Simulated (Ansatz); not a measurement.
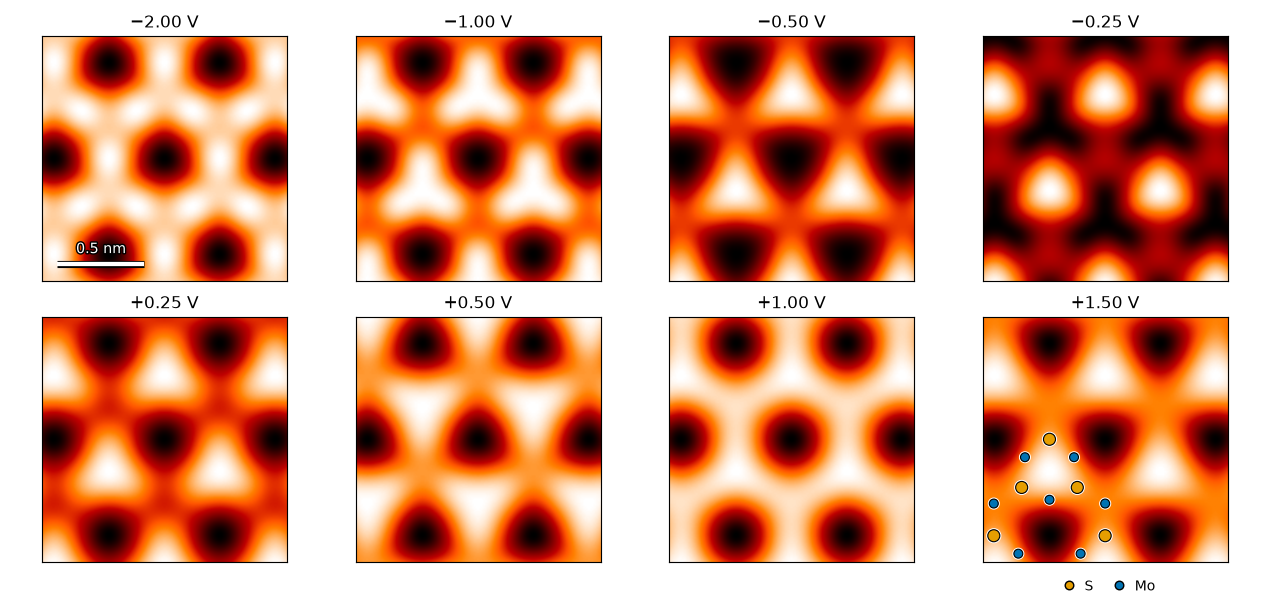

Constant-current images of MoS2(001) (R-3m bulk, 6 atomic planes (those closer than 0.6 Å count as one), 9 Å, S-terminated) with one S vacancy in a 2 × 2 cell at 8 sample biases, each on its own colour scale; the last has the atoms seen from above drawn over one corner (deeper ones smaller).

Model: Tersoff–Hamann, s-wave tip, no tip–sample forces. Bias windows are sharp sums over the levels of the k mesh.

The calculation used DFT PBE+D3(BJ), scalar-relativistic, plane waves, PAW (Ansatz 0.2.0). Cutoff 420 eV, 12 × 12 k-points, Gaussian smearing 0.05 eV, dipole correction. The slab is a cut without reconstruction beyond its cell, at the source's lattice constants, with its lower half held fixed and the rest relaxed. The defects repeat every 6.3 Å and interact, so states at the Fermi level and the work function belong to this dense array. No spin polarisation (the relaxation was started with spin and lost its moment; a magnetic state may still lie lower). The run warns that the functional's potential is rough in the thin density of the vacuum, where the tip is; weak contrasts and barriers may feel it.

How do the images change with bias?

Answer.
```
   bias  set point (e/Å³)  corrugation                                                                                                            brightest over
−2.00 V        1.1 × 10⁻⁶        58 pm                                                                                                               top S atoms
−1.00 V        6.9 × 10⁻⁷        47 pm                                                               points 1.7 Å to the side of the top S atoms and top S atoms
−0.50 V        3.6 × 10⁻⁷        38 pm                                                                               points 1.7 Å to the side of the top S atoms
−0.25 V        1.1 × 10⁻⁷        26 pm                                                                               points 1.7 Å to the side of the top S atoms
+0.25 V        3.2 × 10⁻⁷        44 pm                                                                               points 1.7 Å to the side of the top S atoms
+0.50 V        1.0 × 10⁻⁶        48 pm                                                  sites above the Mo atoms 1.6 Å below the top plane away from the vacancy
+1.00 V        1.7 × 10⁻⁶        59 pm  points 1.7 Å to the side of the top S atoms and sites above the Mo atoms 1.6 Å below the top plane away from the vacancy
+1.50 V        2.4 × 10⁻⁶        78 pm                                                                               points 1.7 Å to the side of the top S atoms
```

The slab has states at the Fermi level, so this model gives a current down to small biases. Its work function (top face) is 5.35 eV.
